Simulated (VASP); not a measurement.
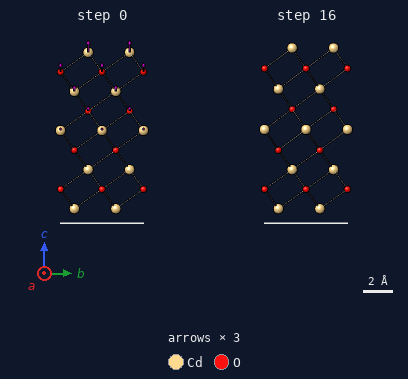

The structure of a slab of composition Cd5O4 before (left) and after (right) a relaxation, at one scale. The purple arrows give the displacements, magnified 3 times.

The picture is a ball-and-stick view of the 2 × 2 repeat of the cell, outlined in the plane, without the vacuum, seen along the a axis.

The run lets the atoms move in a fixed cell. 4 atoms are held fixed.

The calculation used Kohn-Sham DFT of a periodic cell, PBE, VASP PAW PBE potentials, minimal (VASP).

Input
```
SYSTEM = Cd5O4
ALGO = Fast
DIPOL = 0.5 0.5 0.500
EDIFF = 1E-6
EDIFFG = -0.01
ENCUT = 900
GGA = PE
IBRION = 2
IDIPOL = 3
ISIF = 2
ISMEAR = -1
LASPH = .True.
LCHARG = .False.
LDIPOL = .True.
LREAL = .False.
LWAVE = .False.
NELM = 60
NSW = 60
PREC = Accurate
SIGMA = 0.05
```

Run as
```bash
cat potpaw_PBE.64/Cd/POTCAR potpaw_PBE.64/O/POTCAR > POTCAR
mpirun -np 1 vasp_std > vasp.out
```

Summarise the run.

The largest move is that of a Cd atom, 0.31 Å along the normal (+c). By element the largest moves are Cd 0.31 Å, O 0.24 Å. The lattice vectors keep their values. Some distances before and after: Cd–O 2.348 → 2.388 Å. The energy falls by 83.8 meV per cell of the calculation in 16 geometry steps. The largest force component goes from 0.58 to 0.55 eV/Å.
